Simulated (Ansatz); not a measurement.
## Run report: TiPt3, band-structure calculation

System: TiPt3 (Pm-3m, 4 atoms in the cell).
Method: DFT with PBE, PAW plane waves, no spin polarisation (Ansatz 0.2.0).

The structure derives from an entry of the Crystallography Open Database. Figures and captions count atoms from 1; the log counts them from 0 in places.

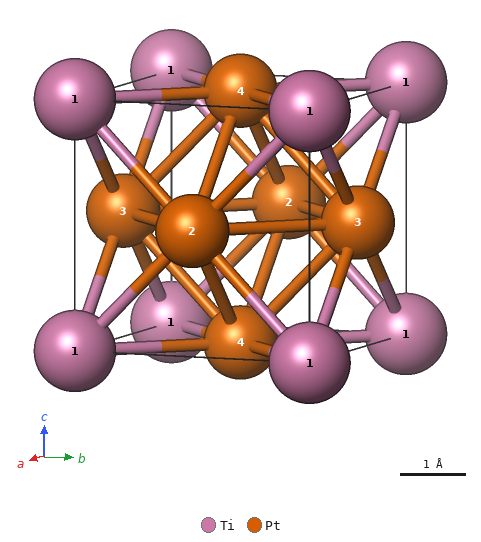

**Figure 1.** The structure as given in the input (ball-and-stick view of the cell of the calculation, seen slightly off an axis; atoms are numbered from 1 in the order of the input).

Input:
```yaml
crystal:
  lattice:
    - [3.909778, 0.0, 0.0]
    - [0.0, 3.909778, 0.0]
    - [0.0, 0.0, 3.909778]
  atoms:
    - { symbol: Ti, position: [0.0, 0.0, 0.0] }
    - { symbol: Pt, position: [0.0, 0.5, 0.5] }
    - { symbol: Pt, position: [0.5, 0.0, 0.5] }
    - { symbol: Pt, position: [0.5, 0.5, 0.0] }
  symmetry: { tolerance: 0.0003 }
kpoints:
  mp_grid: { grid: [9, 9, 9], shift: [0, 0, 0] }
  band_path:
    path:
      - [0.0, 0.0, 0.0]
      - [0.0, 0.5, 0.0]
      - [0.5, 0.5, 0.0]
      - [0.0, 0.0, 0.0]
      - [0.5, 0.5, 0.5]
      - [0.0, 0.5, 0.0]
      - [0.5, 0.5, 0.5]
      - [0.5, 0.5, 0.0]
    npoints: 20
magnetization:
  spin_polarized: false
scf:
  occupations: { method: fermi_dirac }
  lower_state_search: "off"
  max_iter: 200
hamiltonian:
  pseudopotentials: { kind: paw }
  xc: pbe
basis:
  ecutwfc: 420
  fft_grid_basis: typed
output:
  forces: true
  stress: true
  eigenvalues: true
  bader: true
  populations: true
  elf: true
  write_potential: true
  volumetric_format: npy
  dos:
    e_range: [-12, 8]
    de: 0.05
    projected: { site_lists: { Pt: [Pt], Ti: [Ti] } }
  write_density: true
checkpoint:
  read: saved_state
```

Machine: 1 thread of Arm Neoverse V1, 24 GiB of memory available, shared host.

Run as:
```bash
ansatz run input.yaml --threads 1 --pin off --max-ram 2560MiB --backend cpu --events-out ev --progress --plain --runs-dir out
```

Output:
```
Warning: checkpoint.read: basis.xc_grid differs: saved 1, current 2 (points along each axis for each point of the dense box; where the key is left out runs that use forces, runs that use the stress, dielectric runs by a finite field, finite-displacement phonons, runs of phonons.displacement_patterns under a GGA or a meta-GGA, phonons by method: dfpt, dielectric runs by the response, runs on support functions, runs on PAW files under a meta-GGA or a hybrid on one, runs at kind: all_electron or under a hybrid on a GGA, runs under a text's formulas of a gradient, and runs on PAW files that evaluate rPW86 or Becke's exchange or LYP's correlation can take a finer level, which can go by the root key accuracy; a number is taken as typed: the saved number, typed, holds this deck to the state's level, where the deck is accepted there); the SCF iterates at this deck's level from the saved density; a trajectory continued from that state goes on on another energy surface; basis.xc_grid: 1, typed and accepted, keeps it on the saved one
Engine: ansatz 0.2.0, aarch64-unknown-linux-gnu
Pseudopotentials: kind: paw
Pseudopotential: Ti, paw, valence charge 12, recommended cutoff 420 eV (normal), Ti.paw.azcp
Pseudopotential: Pt, paw, valence charge 18, recommended cutoff 420 eV (normal), Pt.paw.azcp
Functional definition: PBE
  parameter kappa = 0.804
  parameter beta = 0.06672455060314922
  exchange = pbe_x(kappa = kappa, mu = beta*pi^2/3)
  correlation = pbe_c(beta = beta)
Crystal: 4 atoms, lattice volume = 59.766 Å³
Basis set: ecut = 420 eV, 1189 PW (Γ), exchange–correlation on 54×54×54 points (8 copies of the dense FFT grid, shifted against one another)
Bands: 40, of which v1, the nominal top of the filled ones, is band 33 counted from 1 (32 counted from 0)
Symmetry: 48 space group operations
Space group: Pm-3m (ITA 221), of the structure as read, at distance tolerance 1.2e-3 Å
k-points: 35 of 729
Non-local potential: Ti, projectors of the file, l = 0: 3, l = 1: 2, l = 2: 3, l = 3: 1
Non-local potential: Pt, projectors of the file, l = 0: 3, l = 1: 2, l = 2: 2, l = 3: 1
PAW form: soft (Blöchl's): semilocal exchange-correlation on the pseudo side does not see the compensation charge
PAW one-centre angular grid: Ti, 590 points (default); XC on 64 Gauss nodes
PAW one-centre angular grid: Pt, 590 points (default); XC on 64 Gauss nodes
Initial density: read from a saved state, or passed on in memory by an earlier SCF of this step, an earlier step, the calling program or the single point that the run made first
Initial wavefunctions: pseudopotential atomic-orbital guess
Functional: x = pbe(κ = 0.804, μ = 0.2195149727645171), c = pbe(β = 0.06672455060314922)
iter 1 solved again at ethr=8.26e-6 eV; its pass at ethr=3.10e-3 eV (dr2=5.45e-3 eV) is discarded
SCF iter   1: F=—  HF=-40072.127193 eV  |F-HF|=—  |Δ(HF+E_count)|=         —  Δρ=2.91e-3  dr2=5.44e-3  ethr=8.26e-6  ⟨swp⟩=2.0  Hψ=6500  notcnv=0
preconditioner: auto → Kerker (q_TF=auto, 2.774 Å⁻¹)  [metal: Δε(μ)=0.120 eV  Ē_g=5.972 eV  σ=0.100 eV  W_gap=0.28  n_scr=18 (ndim 8)  ℏωp=28.0 eV  f_vac=0.000  D(μ)=1.67/eV (n_scr^D=6)]
SCF iter   2: F=—  HF=-40072.127833 eV  |F-HF|=—  |Δ(HF+E_count)|=   6.40e-4  Δρ=1.57e-3  dr2=1.76e-3  ethr=8.24e-6  ⟨swp⟩=1.0  Hψ=1400  notcnv=0
SCF iter   3: F=—  HF=-40072.128051 eV  |F-HF|=—  |Δ(HF+E_count)|=   2.18e-4  Δρ=1.27e-4  dr2=1.52e-5  ethr=2.66e-6  ⟨swp⟩=1.0  Hψ=1401  notcnv=0
SCF iter   4: F=—  HF=-40072.128070 eV  |F-HF|=—  |Δ(HF+E_count)|=   1.94e-5  Δρ=2.27e-5  dr2=1.14e-7  ethr=2.31e-8  ⟨swp⟩=2.5  Hψ=2007  notcnv=0
iter 5 did not close the SCF: its close was put off for the readings that it lacked (scf_convergence_deferred on its scf_iter line)
SCF iter   5: F=-40072.128070 eV  HF=-40072.128070 eV  |F-HF|=2.80e-8  |Δ(HF+E_count)|=   8.10e-8  Δρ=5.25e-6  dr2=3.36e-8  ethr=1.73e-10  ⟨swp⟩=2.1  Hψ=2371  notcnv=0
SCF iter   6: F=-40072.128070 eV  HF=-40072.128070 eV  |F-HF|=1.24e-10  |Δ(HF+E_count)|=   1.66e-9  Δρ=7.34e-7  dr2=3.79e-10  ethr=5.09e-11  ⟨swp⟩=5.1  Hψ=7047  notcnv=0
SCF 1 converged in 6 iterations: F = -40072.128070 eV  dr2 = 3.79e-10
  greatest PAW one-centre occupation: 1.000 electrons in one spin orbital (limit 2), on the Pt atom at site 3 (counted from 0), in its partial waves of l = 0
```

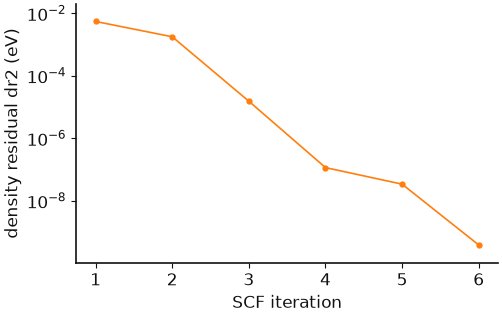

**Figure 2.** Convergence of the self-consistent field: density residual dr2 against the SCF iteration. The residual falls at every step.

```
NSCF: frozen V_eff on 141 k-points
SCF converged after 6 iterations
Free energy (F): -40072.128070 eV
Harris-Foulkes:  -40072.128070 eV  (|F-HF|=1.24e-10)
Internal energy: -40072.066345 eV  (E = F + TS)
E sigma→0 (E₀):  -40072.097207 eV
Entropy (-TS):   -0.061726 eV (-15.431 meV/atom)
Fermi energy:    22.288755 eV
--- Per-component energies (eV) ---
  E_band       = -542.743864
  E_kinetic    = 2189.756040
  E_local      = -5261.265030  (includes V_loc(G=0)·N_el)
  E_nonlocal   = 602.568408
  E_hartree    = 1998.683940
  E_xc         = -887.042240
  E_vxc        = -1036.157017  (∫ρ·V_xc dr)
  E_paw        = -29408.250196  (= ΣΔE_a)
  E_vpaw       = -1035.014790  (= ΣTr[D̂ρ^β])
  E_aug_tail   = 0.000688  (compensation charges beyond the density's cutoff)
  E_ewald      = -9306.517955
  E_smearing   = -0.061726  (= −TS)
  E_closure    = 0.000000  (closes the sum)
  Σ components = -40072.128070   (vs F -40072.128070, Δ=0.00e0)
--- Forces (eV/Å), atoms counted from 1 ---
  atom   1  Ti     0.00000000    -0.00000000     0.00000000
  atom   2  Pt     0.00000000     0.00000000    -0.00000000
  atom   3  Pt     0.00000000    -0.00000000     0.00000000
  atom   4  Pt     0.00000000    -0.00000000     0.00000000
  max |Σ_I F_I| component: 2.19e-28 eV/Å
--- Stress (GPa, compression-positive) ---
        7.441172       0.000000       0.000000
        0.000000       7.441172       0.000000
        0.000000       0.000000       7.441172
  P = ⅓ Tr σ = 7.4412 GPa (74.412 kbar)
--- Band table (eV; the first three rows and the last of 35) ---
  k-point 0: bands = ["-76.7096", "-76.6747", "-76.6747", "-35.8041", "-31.0890", "-31.0890", "-31.0890", "-30.9028", "-30.9028", "-30.9028", "-30.7536", "-30.7536", "-30.7536", "-12.0305", "-12.0305", "-12.0305", "12.1838", "14.9756", "15.3447", "15.3447", "15.6436", "15.6436", "15.6436", "18.7350", "18.7350", "18.7350", "20.6429", "20.6429", "21.7946", "22.3548", "22.3548", "22.3548", "23.7222", "23.7222", "23.9106", "23.9106", "23.9106", "24.3503", "24.3503", "24.3503"]
  k-point 1: bands = ["-76.7087", "-76.6757", "-76.6747", "-35.8044", "-31.0834", "-31.0834", "-31.0794", "-30.9044", "-30.9044", "-30.9032", "-30.7637", "-30.7578", "-30.7578", "-12.0340", "-12.0312", "-12.0312", "12.3470", "15.0787", "15.4033", "15.4805", "15.7029", "15.7437", "15.7437", "18.6366", "18.7840", "18.7840", "20.5030", "20.6635", "21.6464", "21.6691", "21.6691", "22.3552", "22.9854", "23.5938", "23.5938", "23.6455", "23.7922", "24.3460", "25.2580", "25.2580"]
  k-point 2: bands = ["-76.7060", "-76.6783", "-76.6747", "-35.8050", "-31.0677", "-31.0677", "-31.0519", "-30.9094", "-30.9094", "-30.9043", "-30.7924", "-30.7687", "-30.7687", "-12.0428", "-12.0328", "-12.0328", "12.8188", "15.3571", "15.5541", "15.8684", "15.8719", "16.0403", "16.0403", "18.3705", "18.8951", "18.8951", "20.1096", "20.5647", "20.5647", "20.6973", "21.2255", "21.4703", "22.3563", "23.1003", "23.1003", "23.4564", "23.4800", "24.3360", "26.6867", "26.6867"]
  k-point 34: bands = ["-76.6870", "-76.6859", "-76.6859", "-35.8023", "-31.1634", "-31.0681", "-31.0677", "-31.0677", "-30.7940", "-30.7940", "-30.7923", "-30.7566", "-30.7566", "-12.0431", "-12.0419", "-12.0419", "14.9240", "15.0323", "15.0323", "15.4318", "17.8356", "17.8356", "17.9565", "18.5483", "18.7408", "18.7408", "19.2969", "19.2969", "20.8236", "20.8703", "20.8703", "21.4505", "21.8736", "22.4576", "22.4576", "23.4889", "23.4889", "23.9027", "24.0039", "24.0039"]
--- Löwdin populations: 4 sites ---
  site symbol       q [e]
     0     Ti     11.7091
     1     Pt     17.8916
     2     Pt     17.8916
     3     Pt     17.8916
  spilling = 0.009337 (of n_electrons = 66.000000)
--- Bader charges: 4 sites ---
  site symbol  charge [e]  shift [e]
     0     Ti      1.5939     0.0049
     1     Pt     -0.5313     0.0016
     2     Pt     -0.5313     0.0016
     3     Pt     -0.5313     0.0016
  estimated error of the sums over rays = 3.2e-4 e
```

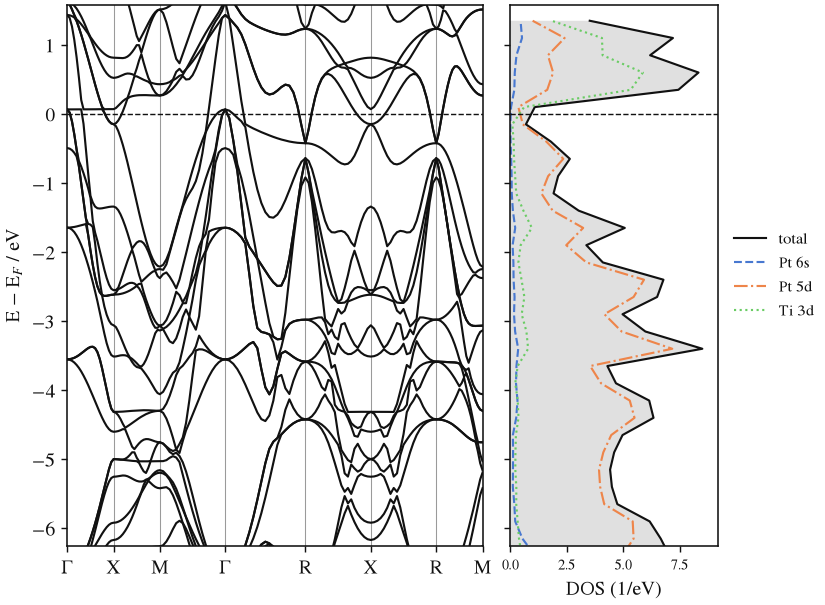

**Figure 3.** Band structure along Γ–X–M–Γ–R–X–R–M and density of states (projected on Löwdin-orthogonalised atomic shells), with energies from the Fermi level. Bands cross the Fermi level: a metal at this level of theory.

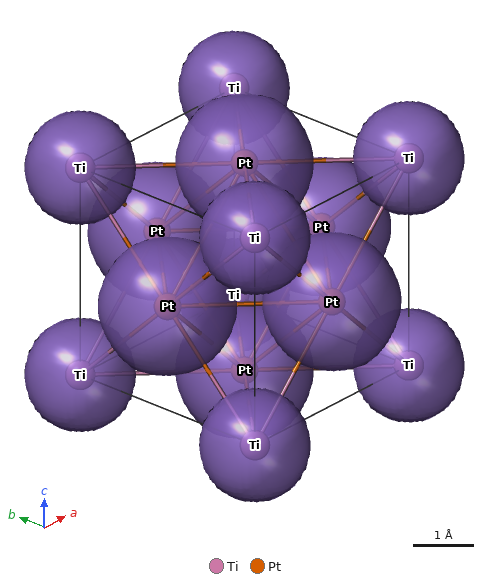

**Figure 4.** Isosurface of the valence charge density (pseudo) at 0.5 e/Å³ (purple), seen at an oblique angle. Sticks mark near contacts. The outline is the cell set on symmetry axes. At this value the density breaks into separate islands; it holds about 85 % of the electrons treated as valence (semicore included). It is pinched off along the Ti–Pt (2.76 Å) and Pt–Pt (2.76 Å) contacts. On the grid the lowest density along these lines, outside the cores, is 0.27 e/Å³ (Ti–Pt, 2.76 Å) and 0.4 e/Å³ (Pt–Pt, 2.76 Å). Core electrons are frozen (PAW), so the fields are smoothed inside the atomic spheres.

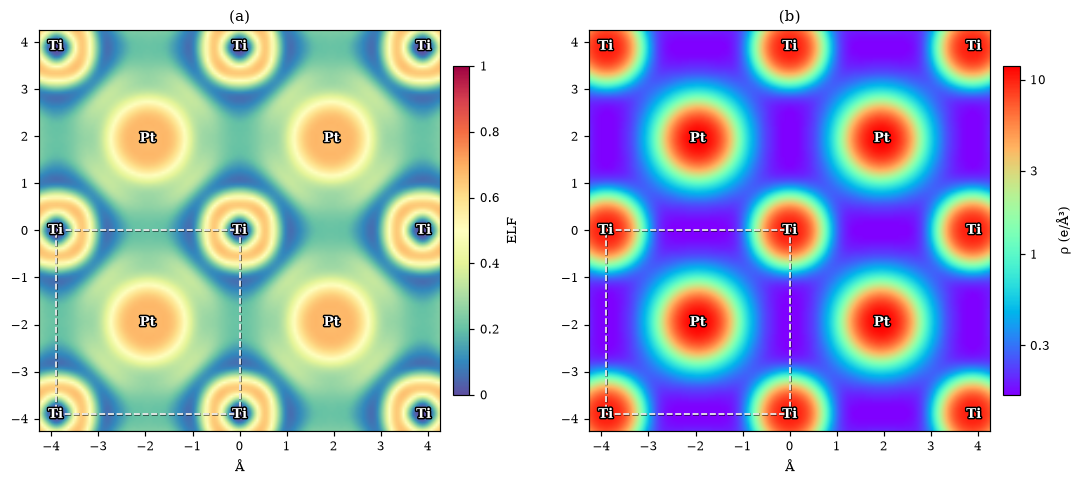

**Figure 5.** (a) electron localisation function; (b) valence electron density on the (010) plane of the conventional cell. Atoms in the plane: Ti and Pt. Ti–Pt (2.76 Å): ρ at the midpoint is about 0.31 e/Å³, with its minimum of 0.27 e/Å³ about 1.2 Å from Ti; the ELF is about 0.30 at the midpoint (ionic bonding with no shared pair). Away from the nuclei the density in this plane falls to 0.16 e/Å³ at its lowest. The strong features right at Ti and Pt lie inside the PAW spheres (semicore, d or f shells) and say nothing about bonding.

Key numbers:

```tsv
quantity	value
outcome	converged
space group (tolerance 0.01 Å)	Pm-3m (221)
electrons treated	66
free energy	−40072.1281 eV
Fermi energy	22.289 eV
pressure	7.44 GPa
electronic character	metal
largest force (length of the vector)	under 0.001 eV/Å
wall time	29 s
peak memory	0.43 GiB
```

Notes:

Spin–orbit coupling is left out, which matters for Pt. The cell is under a pressure of 7.4 GPa at this level, so it is not at its equilibrium volume.
